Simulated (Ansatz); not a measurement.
## Electronic structure of Ga2O3 in real space

```xyz
30
Lattice="4.9845 0.0000 0.0000 -2.4923 4.3167 0.0000 0.0000 0.0000 13.1731" Properties=species:S:1:pos:R:3 pbc="T T T"
Ga    0.0000    2.8778    0.3013
Ga    0.0000    0.0000    4.6923
Ga    2.4923    1.4389    9.0834
Ga    0.0000    0.0000    1.8943
Ga    2.4923    1.4389    6.2853
Ga    0.0000    2.8778   10.6763
Ga    0.0000    2.8778    4.0897
Ga    0.0000    0.0000    8.4808
Ga    2.4923    1.4389   12.8718
Ga    2.4923    1.4389    2.4968
Ga    0.0000    2.8778    6.8878
Ga    0.0000    0.0000   11.2788
O    -1.7363    3.0073    3.2933
O     3.2483    0.1295    7.6843
O     0.7560    1.5684   12.0754
O     3.4726    0.0000    3.2933
O     0.9803    1.4389    7.6843
O    -1.5120    2.8778   12.0754
O     0.7560    1.3094    3.2933
O     3.2483    2.7483    7.6843
O     0.7560    4.1872   12.0754
O     1.7363    2.7483    1.0977
O    -0.7560    4.1872    5.4888
O    -0.7560    1.3094    9.8798
O     1.7363    0.1295    1.0977
O    -0.7560    1.5684    5.4888
O     1.7363    3.0073    9.8798
O     4.0042    1.4389    1.0977
O     1.5119    2.8778    5.4888
O     1.5120    0.0000    9.8798
```

Space group R-3c; a structure from a database of computed crystals, not necessarily the ambient phase; started from the database structure prototype, which need not be the ambient phase; changed on purpose from its base cell (uniaxial z strain -2.0%); computed pressure about 5 GPa in this cell.

Theory: Ansatz, DFT, r2SCAN, plane waves, PAW.

The density is the valence pseudo-density of a PAW calculation; it isn't the true density close to the nuclei.

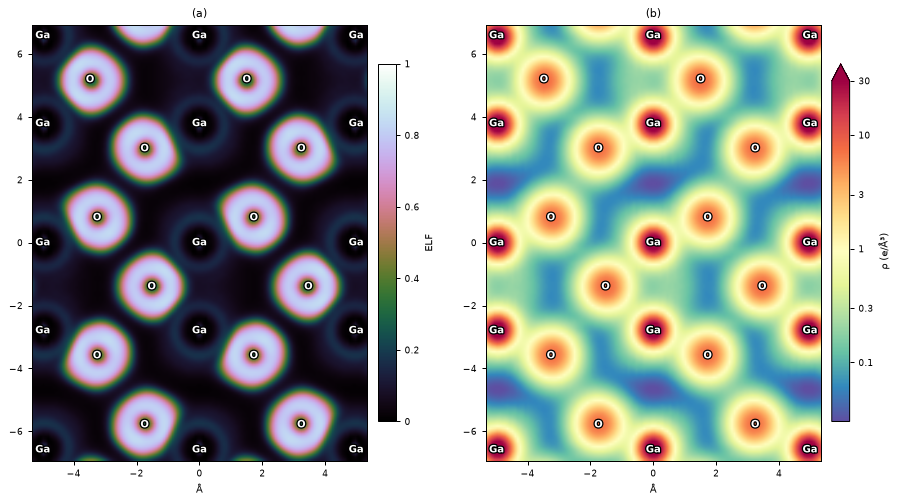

Figure 1. (a) ELF; (b) valence pseudo-density on the (100) plane of the conventional cell.

> Interpret the plot.

- Atoms in the plane: Ga and O.
- Ga–O (1.91 Å): ρ is about 0.71 e/Å³ halfway; the ELF peaks at about 0.85 in the valence shell of O, 0.6 Å from its nucleus, and is about 0.35 at the midpoint.
- Ga–O (2.06 Å): ρ at the midpoint is about 0.51 e/Å³; the ELF peaks at about 0.85 in the valence shell of O, 0.6 Å from its nucleus, and is about 0.30 at the midpoint (no shared electron pair shows on this line).
- Between the atoms the lowest density in this plane is 0.03 e/Å³.

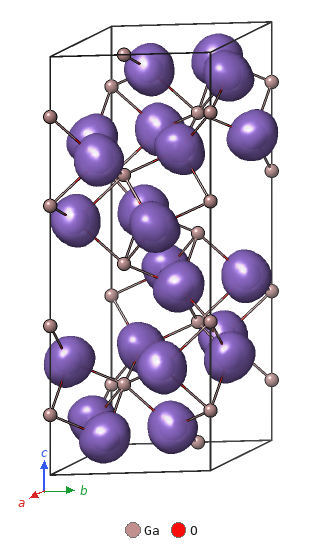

Figure 2. Isosurface of the ELF at 0.75 (purple), seen slightly off an axis. Core shells and regions of very low density are left out. Sticks mark near contacts.

> Identify the bonds, lone pairs and shells in this picture.

The ELF exceeds this value in 18 regions wrapped around O (the valence shell of each), counted in one cell of 30 atoms. Any copies at cell faces, edges or corners count once.

> Metal or insulator at this level of theory?

It is gapped, with a Kohn–Sham gap of 3.7 eV on the k-point mesh (the band edges may lie off the mesh, which would make the gap smaller).
